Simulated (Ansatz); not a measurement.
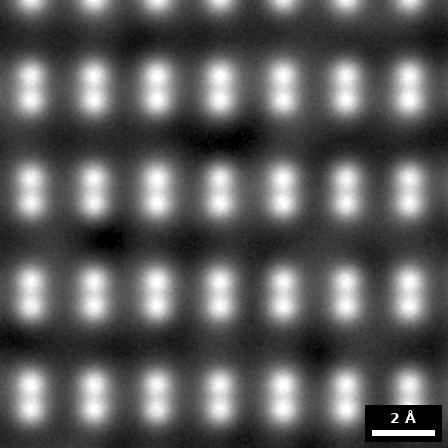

Integrated-DPC-like image of W (Fd-3m, No. 227). Simulated as the projected potential of neutral atoms (B = 0.8 Å²) blurred by a 0.50 Å probe, the thin-sample limit of integrated differential phase contrast. The display is stretched by a gamma of 0.65; percentages refer to the linear signal. Shot noise and the speckle of an amorphous layer were added. Model: the end point of a relaxation with DFT, PBEsol, plane waves (420 eV) with PAW, scalar-relativistic (Ansatz 0.2.0); the starting structure was generated, so it need not be a known form of this composition.

```cif
data_structure
_symmetry_space_group_name_H-M 'P 1'
_symmetry_Int_Tables_number 1
_cell_length_a 5.7585
_cell_length_b 5.7585
_cell_length_c 5.7585
_cell_angle_alpha 90.000
_cell_angle_beta 90.000
_cell_angle_gamma 90.000
_cell_volume 190.95
loop_
_atom_site_label
_atom_site_type_symbol
_atom_site_fract_x
_atom_site_fract_y
_atom_site_fract_z
_atom_site_occupancy
W1 W 0.75000 0.75000 0.75000 1
W2 W 0.00000 0.50000 0.00000 1
W3 W 0.75000 0.25000 0.25000 1
W4 W 0.00000 0.00000 0.50000 1
W5 W 0.25000 0.75000 0.25000 1
W6 W 0.50000 0.50000 0.50000 1
W7 W 0.25000 0.25000 0.75000 1
W8 W 0.50000 0.00000 0.00000 1
```

### Along which zone axis is the crystal seen: [211], [221], [111] or [210]? (Directions equivalent by symmetry count as one.)

[211]. The projected cells are 2.04 × 3.32 Å, 90° for [211]; 0.68 × 2.04 Å, 90° for [221]; 2.35 × 2.35 Å, 120° for [111]; 1.29 × 1.58 Å, 114° for [210], and the image repeats as the [211] one does.
